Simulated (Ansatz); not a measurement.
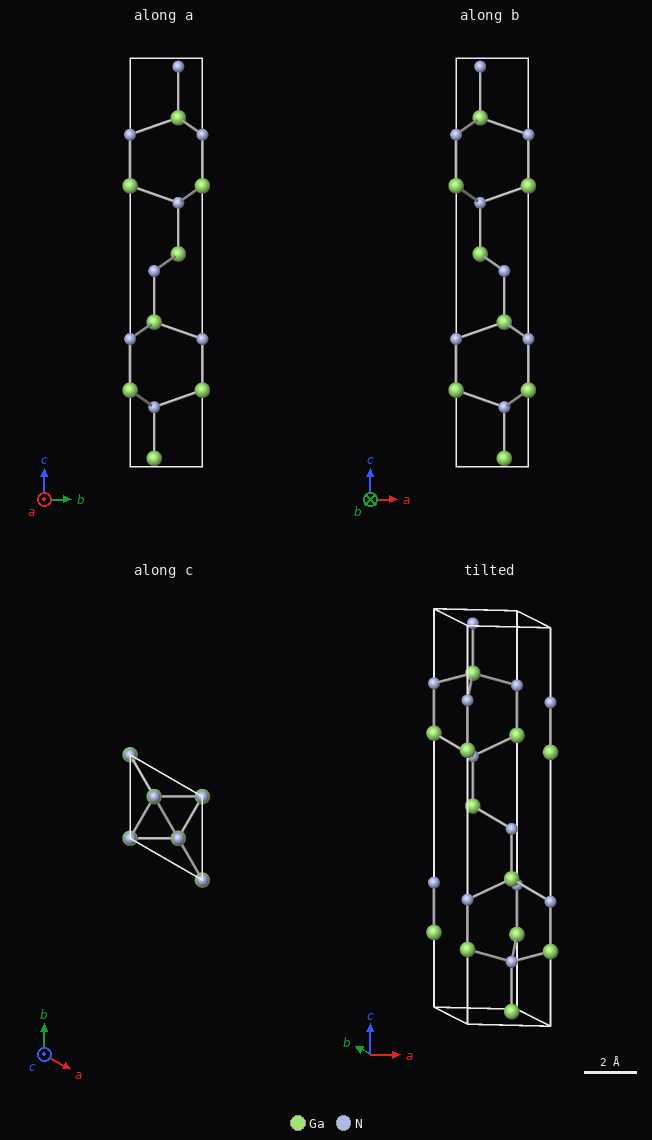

Drawn in the ball-and-stick manner and seen along the a axis, along the b axis, along the c axis and slightly off an axis. Atoms at the boundary of the conventional unit cell (the box) are drawn once for each face, edge or corner they touch.

Lattice parameters: a = 3.217 Å, b = 3.217 Å, c = 15.748 Å, α = 90.00°, β = 90.00°, γ = 120.00°. Put a along x and b in the xy plane.

### From the views, write a POSCAR file, with free fractional coordinates to two decimals.

```
Ga N
1.0
     3.217    0.000    0.000
    -1.608    2.786    0.000
     0.000    0.000   15.748
Ga N
6 6
Direct
  0.00 0.00 0.19
  0.00 0.00 0.69
  0.3333 0.6667 0.52
  0.6667 0.3333 0.02
  0.3333 0.6667 0.85
  0.6667 0.3333 0.35
  0.00 0.00 0.31
  0.00 0.00 0.81
  0.3333 0.6667 0.98
  0.6667 0.3333 0.48
  0.3333 0.6667 0.65
  0.6667 0.3333 0.15
```

The model was built from a structure type filled with these elements by a generator (whether the compound takes this form wasn't checked). Earlier steps of the study, as a rule a relaxation of our own, may have changed the cell and positions, so they can lie some per cent off the listed ones. It went into a calculation with Ansatz.
